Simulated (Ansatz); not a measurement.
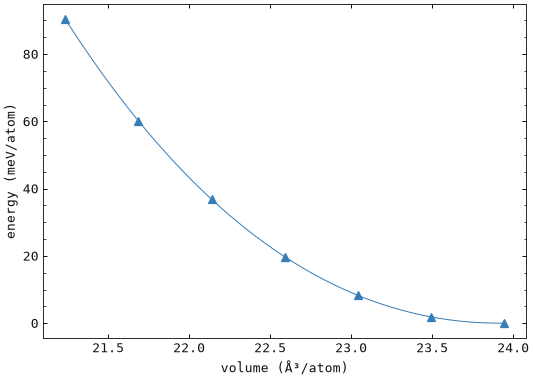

The picture above shows the energy against volume for GaAs, space group F-43m (No. 216).

Structure:
```yaml
crystal:
  lattice:
    - [0.00000, 2.82685, 2.82685]
    - [2.82685, 0.00000, 2.82685]
    - [2.82685, 2.82685, 0.00000]
  atoms:
    - { symbol: As, position: [0.75000, 0.75000, 0.75000] }
    - { symbol: Ga, position: [0.00000, 0.00000, 0.00000] }
```

How it was computed, with Ansatz 0.2.0: plane-wave Hartree-Fock, no spin polarisation; energies at scaled volumes of the given cell, shape and fractions fixed, counted from the fit's minimum, third-order Birch-Murnaghan fit. Level: HF.

k mesh 4×4×4; occupations Fermi–Dirac; smearing width 0.05 eV; potentials Ansatz PAW; wave cutoff 420 eV; density cutoff 1680 eV.

This calculation gives: equilibrium volume 23.91 Å³/atom and bulk modulus 77.8 GPa.

Now the level changes from HF to r2SCAN50. The second calculation uses wave cutoff 500.0 eV. Predict the effect.

The equilibrium volume falls from 23.91 to 22.23 Å³/atom (−7.0 %) and the bulk modulus rises from 77.8 to 86.1 GPa (+11 %).

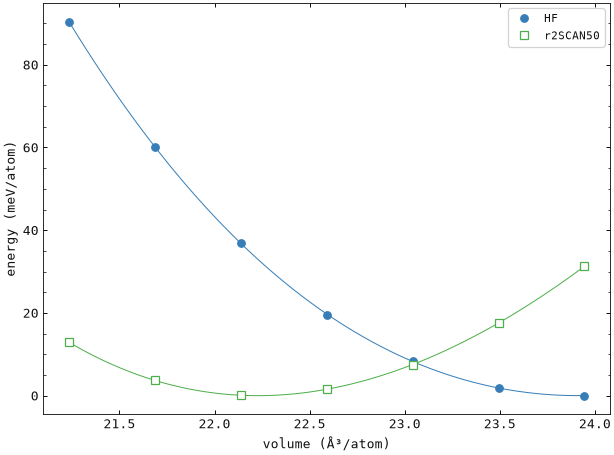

The two results together.

For HF, limits of the calculation: coarse k mesh; the fit and the printed pressures don't fully agree, or the minimum lies near the end of the range; the functional was run on potentials made for another functional.

For r2SCAN50, limits of the calculation: coarse k mesh.

V0 and the bulk modulus come from third-order Birch–Murnaghan fits.
